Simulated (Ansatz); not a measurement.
```yaml
crystal:
  lattice:
    - [3.57677, 0.00000, 0.00000]
    - [-1.78839, 3.09758, 0.00000]
    - [0.00000, 0.00000, 25.95159]
  atoms:
    - { symbol: O, position: [0.66667, 0.33333, 0.27228] }
    - { symbol: O, position: [0.00000, 0.00000, 0.33558] }
    - { symbol: Hf, position: [0.66667, 0.33333, 0.34350] }
    - { symbol: O, position: [0.33333, 0.66667, 0.39386] }
    - { symbol: O, position: [0.66667, 0.33333, 0.46054] }
    - { symbol: Hf, position: [0.33333, 0.66667, 0.46756] }
    - { symbol: O, position: [0.00000, 0.00000, 0.51787] }
    - { symbol: O, position: [0.33333, 0.66667, 0.58436] }
    - { symbol: Hf, position: [0.00000, 0.00000, 0.59149] }
    - { symbol: O, position: [0.66667, 0.33333, 0.64306] }
    - { symbol: O, position: [0.00000, 0.00000, 0.72957] }
    - { symbol: Hf, position: [0.66667, 0.33333, 0.71659] }
```

Computed with DFT r2SCAN, scalar-relativistic, plane waves, PAW (Ansatz 0.2.0).

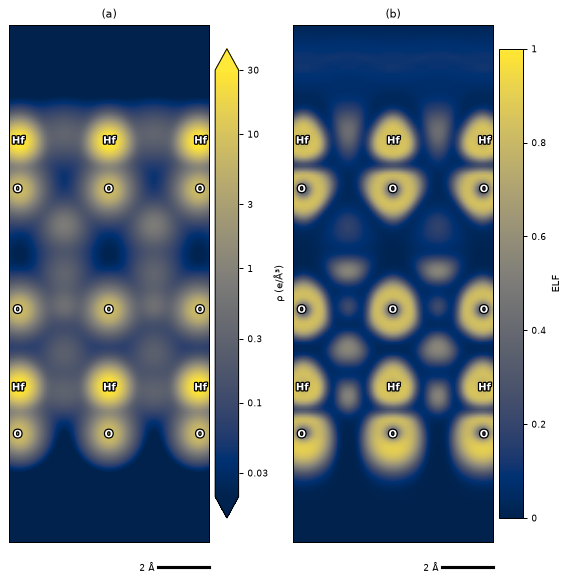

HfO2 (slab). (a) valence pseudo-density; (b) electron localisation function on the (010) plane of the calculation cell, a cut from vacuum to vacuum.

Core electrons are frozen (PAW), and the valence fields are smoothed inside the atomic spheres.

> Read the bonding off the picture.

- The section cuts through O and Hf sites.
- Hf–O (1.85 Å): the density is about 1.6 e/Å³ at the midpoint, with its minimum of 1.4 e/Å³ about 1.0 Å from Hf; the ELF peaks at about 0.80 in the valence shell of O, 0.5 Å from its nucleus, and drops to about 0.30 between the two atoms.
- Hf–O (1.91 Å): ρ is about 1.3 e/Å³ halfway; the ELF peaks at about 0.80 in the valence shell of O, 0.5 Å from its nucleus, and drops to about 0.25 between the two atoms: no shared electron pair shows on this line.
- The density dies away to nearly zero in the vacuum.
- The features right at Hf lie inside the PAW spheres, where the map follows smoothed inner orbitals and isn't to be read closely.

> Metal or insulator at this level of theory?

It is metallic or semimetallic at this level of theory: no gap opens.
